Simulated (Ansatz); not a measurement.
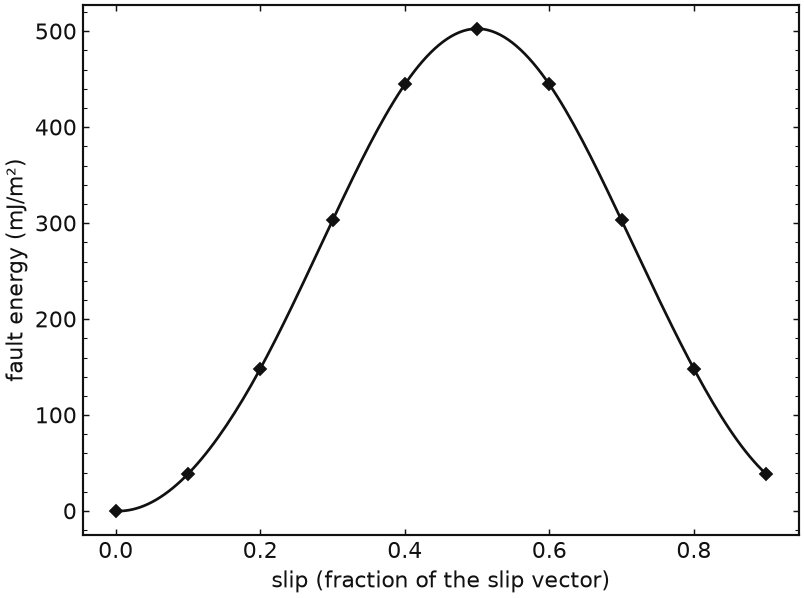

The picture above shows the fault energy against slip for PtSe₂, space group P-3m1 (No. 164).

The given structure:
```xyz
6
Lattice="-3.7240 0.0000 0.0000 -1.8620 -3.2251 0.0000 0.0000 0.0000 10.1240" Properties=species:S:1:pos:R:3 pbc="T T T"
Pt    0.0000    0.0000    7.5930
Pt    0.0000    0.0000    2.5310
Se   -1.8620   -1.0750    8.8585
Se   -1.8620   -1.0750    3.7965
Se   -3.7240   -2.1501    1.2655
Se   -3.7240   -2.1501    6.3275
```

Method: rigid slide of a crystal across a plane by tilting cell vector c, one fault a cell, unrelaxed, by plane-wave density functional theory with PAW datasets, free energies less that of the undisturbed cell; scalar-relativistic (Ansatz 0.2.0). Level: PBE with D3(BJ), no spin polarisation.

wave cutoff 420 eV; k mesh 14×14×5; occupations Gaussian; smearing width 0.15 eV; k shift (0, 0, 0) (mesh steps); start as given; height of the cut 0 (fraction of cell vector c); slip vector (1, 0) (multiples of cell vectors a and b).

The points at slip 0.6, 0.7, 0.8 and 0.9 follow from computed ones by symmetry.

From this curve and the settings, what does the calculation give for the shear traction at the same points?

The shear traction goes from 0.00 GPa at slip 0.0 to −2.05 GPa at 0.9, not monotonically, with a high of 4.31 GPa at 0.3 and a low of −4.31 GPa at 0.7.

```csv
slip (fraction of the slip vector),shear traction (GPa)
0.0,0.00
0.1,2.05
0.2,3.73
0.3,4.31
0.4,2.96
0.5,0.00
0.6,-2.96
0.7,-4.31
0.8,-3.73
0.9,-2.05
```

Keep in mind: reference crystal is not relaxed.
